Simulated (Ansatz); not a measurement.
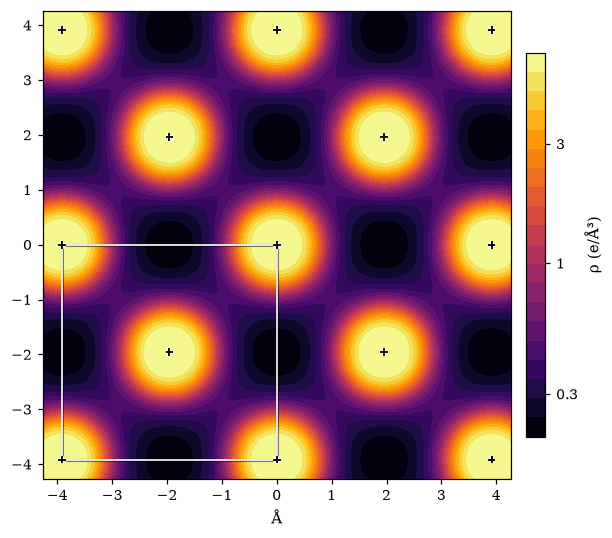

The valence electron density on a plane through atoms (crosses mark nuclei in the plane).

These are results of DFT PBE, scalar-relativistic, plane waves, PAW in Ansatz, not measurements.

Candidates:
A. AlAs, a = 5.73 Å, b = 5.73 Å, c = 5.73 Å, α = 90.00°, β = 90.00°, γ = 90.00°. Space group F-43m; a structure from a database of computed crystals, not necessarily the ambient phase.
B. Al$_{16}$As$_{16}$H (cell charge +1, with a compensating background) (cell with a defect), a = 9.92 Å, b = 9.92 Å, c = 9.92 Å, α = 109.47°, β = 109.47°, γ = 109.47°. 
C. Re, a = 3.92 Å, b = 3.92 Å, c = 3.92 Å, α = 90.00°, β = 90.00°, γ = 90.00°. Space group Fm-3m; computed without spin polarisation.

Q: Which system is this?

A: Candidate C: Re on the (010) plane of the conventional cell, which holds Re. Re–Re (2.77 Å): ρ at the midpoint is about 0.42 e/Å³.
